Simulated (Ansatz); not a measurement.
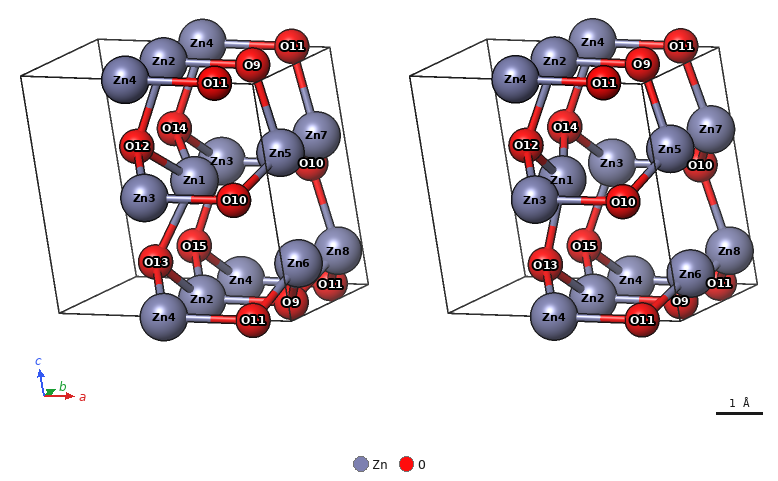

Two geometries of a defect cell of composition Zn8O7 (cell charge +1), drawn at one scale. One is the start of a relaxation, the other its converged end. The picture is a ball-and-stick view of the cell of the calculation (origin shifted), seen slightly off an axis.

Method: DFT PBE, scalar-relativistic, plane waves, PAW (Ansatz 0.2.0). (plane-wave cutoff 420 eV; k-point mesh 4 × 4 × 4; occupations gaussian; smearing width 0.01 eV; collinear spin; atoms relaxed in a fixed cell; force threshold 0.025 eV/Å; at most 45 steps)

**Which geometry has the lower energy?**

The right one is the relaxed one. Case: O vacancy (site b), charge +1, atoms relaxed at the host's cell. The atom that moves furthest is Zn1 (0.48 Å along −a). By element the largest moves are Zn 0.48 Å, O 0.06 Å. The lattice vectors keep their values. Among the contacts that change: Zn1–O12 2.046 → 1.941 Å, Zn5–O10 2.040 → 1.966 Å, Zn5–O12 2.034 → 1.981 Å, Zn8–O15 2.017 → 1.982 Å. Among the angles between lasting bonds that change: O12–Zn1–O13 102.6° → 116.2°, Zn5–O9–Zn6 118.0° → 104.7°, Zn1–O13–Zn6 113.6° → 104.0°. The energy falls by 0.629 eV per cell of the calculation in 5 geometry steps. The largest force component goes from 1.2 to 0.0053 eV/Å. The program noted that the starting moments weren't kept.

Limits of the set-up: the periodic images lie only 5.3 Å apart, so the values are limited by the cell's size; the cell is charged, on a uniform background, and energies carry no finite-size correction.
